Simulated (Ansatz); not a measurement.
Geometry relaxation of Ni₂Si (part 1 of 2)

- system: Ni₂Si (P6₃/mmc, 6 atoms in the cell)
- method: DFT PBEsol, scalar-relativistic, plane waves, PAW, no spin polarisation (Ansatz 0.2.0)

The structure derives from an entry of the Crystallography Open Database. It belongs to a series of runs on one base structure; here: relaxed again under DFT PBEsol, scalar-relativistic, plane waves, PAW. Figures and captions count atoms from 1; the log counts them from 0 in places.

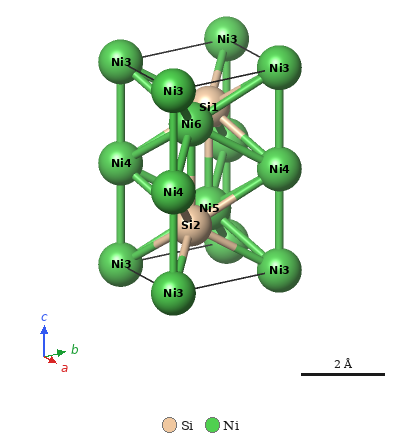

**Figure 1.** The structure as given in the input (ball-and-stick view of the cell of the calculation, seen slightly off an axis; atoms are numbered from 1 in the order of the input). Near neighbours in the crystal (not all of them lie inside the picture): Si has 11 Ni at 2.26 to 2.58 Å; Ni has 8 Ni at 2.50 to 2.58 Å and 6 Si at 2.58 Å; Ni has 6 Ni at 2.58 Å and 5 Si at 2.26 to 2.50 Å.

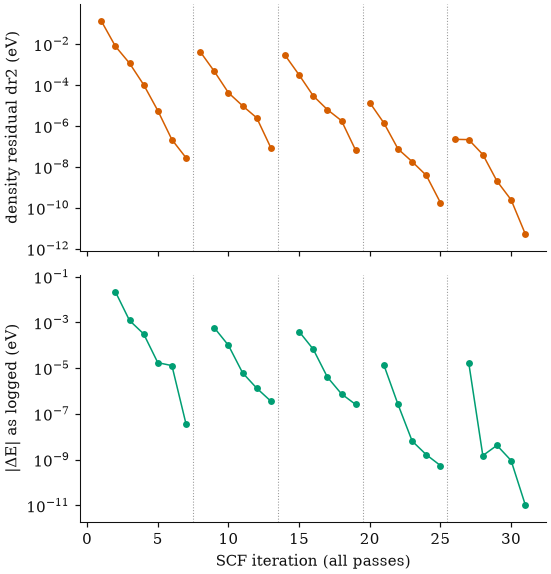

**Figure 2.** Convergence of the self-consistent field: density residual dr2 and size of the energy change against the SCF iteration. The dotted lines part the SCF passes of the relaxation: geometry steps, rejected trials and re-solves on a re-selected basis. The 5 passes take 6 to 7 iterations each, 31 in all.

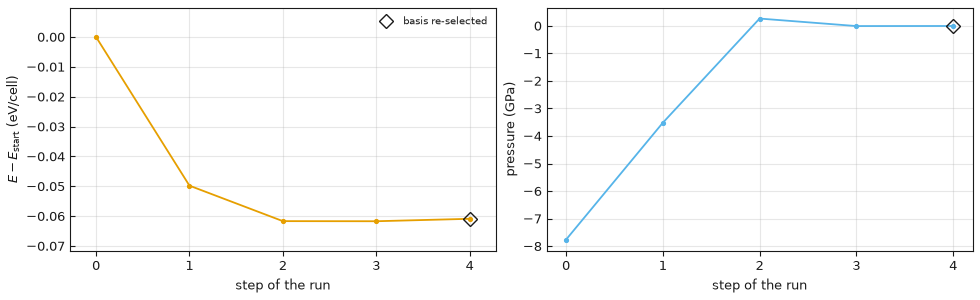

**Figure 3.** Progress of the relaxation, step by step (the first geometry is step 0 here and step 1 in the log).

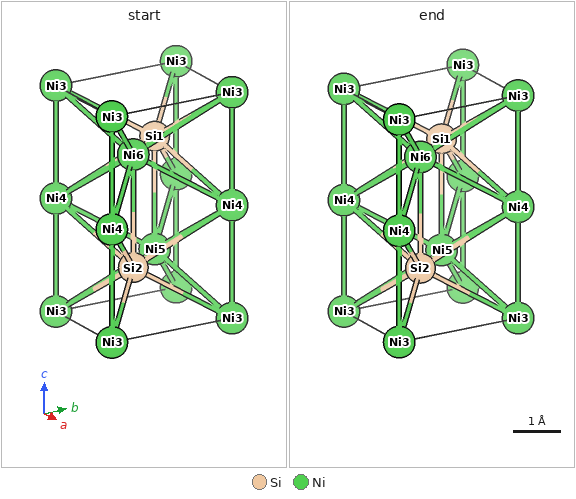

**Figure 4.** Before (left) and after (right) the relaxation, at one scale (ball-and-stick view of the cell of the calculation, seen slightly off an axis). No atom moves by more than 0.005 Å relative to the cell. The volume changes by −3.7 %, with a = b 3.912 → 3.869 Å (−1.1 %), c 4.991 → 4.917 Å (−1.5 %). Distances before and after: Ni3–Ni4 2.496 → 2.458 Å, Si1–Ni5 2.496 → 2.458 Å, Si1–Ni3 2.580 → 2.549 Å, Ni3–Ni5 2.580 → 2.549 Å. The space group stays P6_3/mmc (No. 194). Over 3 geometry steps the energy falls by 61.7 meV per cell of the calculation. All forces vanish by symmetry, so only the cell relaxes. The pressure goes from −7.76 to −0.01 GPa. A last SCF at the same geometry on a re-selected plane-wave basis shifts the energy by +0.8 meV per cell of the calculation. (Atoms are counted from 1 in the order of the input.)

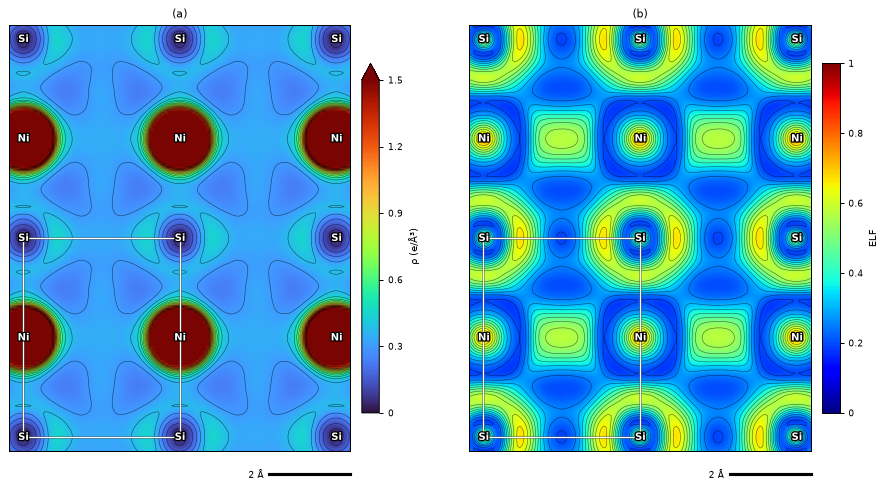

**Figure 5.** (a) valence charge density (pseudo); (b) electron localisation function on the (100) plane of the conventional cell. The plane passes through Si and Ni nuclei. Si–Ni (2.46 Å): ρ at the midpoint is about 0.35 e/Å³; the ELF is about 0.40 at the midpoint. Away from the nuclei the density in this plane falls to 0.23 e/Å³ at its lowest. The strong features right at Ni lie inside the PAW spheres (semicore, d or f shells) and say nothing about bonding. In a PAW calculation such maps are meaningful between the atoms, not at the nuclei.

The input that produced these results follows, with the program's output.

**The input**
```yaml
crystal:
  lattice:
    - [3.9119262937, 0.0, 0.0]
    - [-1.9559631469, 3.3878275481, 0.0]
    - [0.0, 0.0, 4.9914522299]
  atoms:
    - { symbol: Si, position: [0.3333333333, 0.6666666667, 0.75] }
    - { symbol: Si, position: [0.6666666667, 0.3333333333, 0.25] }
    - { symbol: Ni, position: [0.0, 0.0, 0.0] }
    - { symbol: Ni, position: [0.0, 0.0, 0.5] }
    - { symbol: Ni, position: [0.3333333333, 0.6666666667, 0.25] }
    - { symbol: Ni, position: [0.6666666667, 0.3333333333, 0.75] }
basis:
  ecutwfc: 420
kpoints:
  mp_grid: { grid: [12, 12, 8] }
hamiltonian:
  xc: pbesol
scf:
  occupations: { method: gaussian, width: 0.1 }
output:
  forces: true
  stress: true
  eigenvalues: true
  write_density: true
  write_potential: true
  elf: true
  volumetric_format: npy
relax:
  adjacent_minimum: "off"
  f_tol: 0.005
  max_steps: 50
  cell: { stress_tol: 0.05 }
```

Launched with:
```bash
ansatz run input.yaml --threads 2 --pin off --max-ram 5120MiB --backend cpu --events-out ev --progress --plain --runs-dir out
```

**Log**
```
Engine: ansatz 0.2.0, aarch64-unknown-linux-gnu
Pseudopotentials: kind: paw
Pseudopotential: Si, paw, valence charge 4, recommended cutoff 420 eV (normal), Si.paw.azcp
Pseudopotential: Ni, paw, valence charge 18, recommended cutoff 420 eV (normal), Ni.paw.azcp
Functional definition: PBEsol
  exchange = pbesol_x
  correlation = pbesol_c
Crystal: 6 atoms, lattice volume = 66.151 Å³
Basis set: ecut = 420 eV, 1289 PW (Γ), exchange–correlation on 54×54×72 points (8 copies of the dense FFT grid, shifted against one another)
Bands: 48, of which v1, the nominal top of the filled ones, is band 40 counted from 1 (39 counted from 0)
Symmetry: 24 space group operations
Space group: P63/mmc (ITA 194), of the structure as read, at distance tolerance 4.0e-5 Å
k-points: 95 of 1152
Non-local potential: Si, projectors of the file, l = 0: 2, l = 1: 2, l = 2: 2
Non-local potential: Ni, projectors of the file, l = 0: 3, l = 1: 2, l = 2: 3, l = 3: 1
PAW form: soft (Blöchl's): semilocal exchange-correlation on the pseudo side does not see the compensation charge
PAW frozen core: Si, regenerated for the run's functional, and the local potential with it (the file was generated under x = pbe(κ = 0.804, μ = 0.2195149727645171), c = pbe(β = 0.06672455060314922))
PAW frozen core: Ni, regenerated for the run's functional, and the local potential with it (the file was generated under x = pbe(κ = 0.804, μ = 0.2195149727645171), c = pbe(β = 0.06672455060314922))
PAW one-centre angular grid: Si, 110 points (default); XC on 64 Gauss nodes
PAW one-centre angular grid: Ni, 590 points (default); XC on 64 Gauss nodes
Initial density: superposition of atomic densities (neutral atoms: chi_scale 0, normalization atom), corrected by the library's trained network
Initial wavefunctions: pseudopotential atomic-orbital guess
Functional: x = pbesol(κ = 0.804, μ = 0.12345679012345678), c = pbesol(β = 0.046)
SCF iter   1: F=—  HF=-24466.318244 eV  |F-HF|=—  |Δ(HF+E_count)|=         —  Δρ=1.98e-2  dr2=1.38e-1  ethr=1.77e-3  ⟨swp⟩=5.8  Hψ=16593  notcnv=0  defer=2
preconditioner: auto → Kerker (q_TF=auto, 2.816 Å⁻¹)  [metal: Δε(μ)=0.005 eV  Ē_g=7.110 eV  σ=0.100 eV  W_gap=0.03  n_scr=22 (ndim 8)  ℏωp=31.6 eV  f_vac=0.000  D(μ)=3.75/eV (n_scr^D=34)]
SCF iter   2: F=—  HF=-24466.296283 eV  |F-HF|=—  |Δ(HF+E_count)|=   2.20e-2  Δρ=4.50e-3  dr2=7.96e-3  ethr=1.73e-4  ⟨swp⟩=2.4  Hψ=8335  notcnv=0  defer=213
SCF iter   3: F=—  HF=-24466.295065 eV  |F-HF|=—  |Δ(HF+E_count)|=   1.22e-3  Δρ=1.55e-3  dr2=1.18e-3  ethr=9.94e-6  ⟨swp⟩=1.5  Hψ=4837  notcnv=0  defer=213
SCF iter   4: F=—  HF=-24466.294749 eV  |F-HF|=—  |Δ(HF+E_count)|=   3.16e-4  Δρ=4.11e-4  dr2=1.05e-4  ethr=1.48e-6  ⟨swp⟩=2.0  Hψ=6302  notcnv=0  defer=213
SCF iter   5: F=—  HF=-24466.294732 eV  |F-HF|=—  |Δ(HF+E_count)|=   1.75e-5  Δρ=7.60e-5  dr2=5.71e-6  ethr=1.32e-7  ⟨swp⟩=2.0  Hψ=5365  notcnv=0  defer=213
SCF iter   6: F=—  HF=-24466.294745 eV  |F-HF|=—  |Δ(HF+E_count)|=   1.30e-5  Δρ=2.23e-5  dr2=2.17e-7  ethr=7.14e-9  ⟨swp⟩=2.1  Hψ=6727  notcnv=0  defer=213
SCF iter   7: F=-24466.294745 eV  HF=-24466.294745 eV  |F-HF|=2.86e-8  |Δ(HF+E_count)|=   3.61e-8  Δρ=8.65e-6  dr2=2.81e-8  ethr=1.25e-10  ⟨swp⟩=12.1  Hψ=31761  notcnv=0
SCF 1 converged in 7 iterations: F = -24466.294745 eV  dr2 = 2.81e-8
  greatest PAW one-centre occupation: 1.001 electrons in one spin orbital (limit 2), on the Ni atom at site 5 (counted from 0), in its partial waves of l = 1
relax step   1: F+E_penalty+E_count = -24466.29474455 eV  Δ(F+E_penalty+E_count) = +0.000e0 eV  max|allowed force component| = 4.395e-17 eV/Å  Δτ_max = 0.0000 Å  P = -7.763 GPa  Ω = 66.151 Å³  (7 SCF iters, dr2 threshold 1.00e-7 eV, accepted)
Crystal: 6 atoms, lattice volume = 64.758 Å³
Basis set: ecut = 420 eV, 1277 PW (Γ), exchange–correlation on 54×54×72 points (8 copies of the dense FFT grid, shifted against one another)
Initial density: handed on by an earlier stage of this run
Initial wavefunctions: those handed on with the density
iter 1 solved again at ethr=5.71e-6 eV; its pass at ethr=3.10e-3 eV (dr2=4.57e-3 eV) is discarded
SCF iter   1: F=—  HF=-24466.345221 eV  |F-HF|=—  |Δ(HF+E_count)|=         —  Δρ=3.28e-3  dr2=4.32e-3  ethr=5.71e-6  ⟨swp⟩=1.9  Hψ=19936  notcnv=0
preconditioner: auto → Kerker (q_TF=auto, 2.826 Å⁻¹)  [metal: Δε(μ)=0.016 eV  Ē_g=7.278 eV  σ=0.100 eV  W_gap=0.09  n_scr=22 (ndim 8)  ℏωp=32.0 eV  f_vac=0.000  D(μ)=3.58/eV (n_scr^D=34)]
SCF iter   2: F=—  HF=-24466.344638 eV  |F-HF|=—  |Δ(HF+E_count)|=   5.83e-4  Δρ=1.00e-3  dr2=4.73e-4  ethr=5.40e-6  ⟨swp⟩=1.4  Hψ=5396  notcnv=0
SCF iter   3: F=—  HF=-24466.344538 eV  |F-HF|=—  |Δ(HF+E_count)|=   1.00e-4  Δρ=2.74e-4  dr2=4.24e-5  ethr=5.91e-7  ⟨swp⟩=1.5  Hψ=5279  notcnv=0
SCF iter   4: F=—  HF=-24466.344532 eV  |F-HF|=—  |Δ(HF+E_count)|=   6.30e-6  Δρ=1.29e-4  dr2=9.78e-6  ethr=5.30e-8  ⟨swp⟩=2.1  Hψ=7181  notcnv=0
SCF iter   5: F=—  HF=-24466.344530 eV  |F-HF|=—  |Δ(HF+E_count)|=   1.34e-6  Δρ=7.10e-5  dr2=2.53e-6  ethr=1.22e-8  ⟨swp⟩=2.1  Hψ=5951  notcnv=0
SCF iter   6: F=-24466.344530 eV  HF=-24466.344530 eV  |F-HF|=5.10e-8  |Δ(HF+E_count)|=   3.63e-7  Δρ=1.10e-5  dr2=8.70e-8  ethr=7.50e-10  ⟨swp⟩=6.9  Hψ=31688  notcnv=0
SCF 2 converged in 6 iterations: F = -24466.344530 eV  dr2 = 8.70e-8
relax step   2: F+E_penalty+E_count = -24466.34452999 eV  Δ(F+E_penalty+E_count) = -4.979e-2 eV  max|allowed force component| = 4.318e-17 eV/Å  Δτ_max = 0.0000 Å  P = -3.520 GPa  Ω = 64.758 Å³  energy of the carried Pulay correction = +4.734e-4 eV  (6 SCF iters, dr2 threshold 6.00e-7 eV, accepted)
Crystal: 6 atoms, lattice volume = 63.645 Å³
Basis set: ecut = 420 eV, 1253 PW (Γ), exchange–correlation on 54×54×72 points (8 copies of the dense FFT grid, shifted against one another)
iter 1 solved again at ethr=4.15e-6 eV; its pass at ethr=3.10e-3 eV (dr2=3.32e-3 eV) is discarded
SCF iter   1: F=—  HF=-24466.356882 eV  |F-HF|=—  |Δ(HF+E_count)|=         —  Δρ=2.72e-3  dr2=2.94e-3  ethr=4.15e-6  ⟨swp⟩=1.9  Hψ=19585  notcnv=0
preconditioner: auto → Kerker (q_TF=auto, 2.834 Å⁻¹)  [metal: Δε(μ)=0.009 eV  Ē_g=7.408 eV  σ=0.100 eV  W_gap=0.05  n_scr=22 (ndim 8)  ℏωp=32.2 eV  f_vac=0.000  D(μ)=3.51/eV (n_scr^D=22)]
SCF iter   2: F=—  HF=-24466.356482 eV  |F-HF|=—  |Δ(HF+E_count)|=   4.00e-4  Δρ=8.26e-4  dr2=3.16e-4  ethr=3.67e-6  ⟨swp⟩=1.6  Hψ=5907  notcnv=0
SCF iter   3: F=—  HF=-24466.356414 eV  |F-HF|=—  |Δ(HF+E_count)|=   6.77e-5  Δρ=2.37e-4  dr2=3.00e-5  ethr=3.95e-7  ⟨swp⟩=1.6  Hψ=5718  notcnv=0
SCF iter   4: F=—  HF=-24466.356410 eV  |F-HF|=—  |Δ(HF+E_count)|=   4.09e-6  Δρ=1.07e-4  dr2=6.36e-6  ethr=3.76e-8  ⟨swp⟩=2.1  Hψ=6789  notcnv=0
SCF iter   5: F=—  HF=-24466.356409 eV  |F-HF|=—  |Δ(HF+E_count)|=   7.52e-7  Δρ=6.12e-5  dr2=1.83e-6  ethr=7.95e-9  ⟨swp⟩=2.2  Hψ=6368  notcnv=0
SCF iter   6: F=-24466.356409 eV  HF=-24466.356409 eV  |F-HF|=4.27e-8  |Δ(HF+E_count)|=   2.60e-7  Δρ=9.26e-6  dr2=6.60e-8  ethr=7.50e-10  ⟨swp⟩=9.1  Hψ=33985  notcnv=0
SCF 3 converged in 6 iterations: F = -24466.356409 eV  dr2 = 6.60e-8
relax step   3: F+E_penalty+E_count = -24466.35640911 eV  Δ(F+E_penalty+E_count) = -1.188e-2 eV  max|allowed force component| = 1.866e-16 eV/Å  Δτ_max = 0.0000 Å  P = +0.264 GPa  Ω = 63.645 Å³  energy of the carried Pulay correction = +8.589e-4 eV  (6 SCF iters, dr2 threshold 6.00e-7 eV, accepted)
Crystal: 6 atoms, lattice volume = 63.722 Å³
iter 1 solved again at ethr=2.88e-8 eV; its pass at ethr=3.10e-3 eV (dr2=2.31e-5 eV) is discarded
```
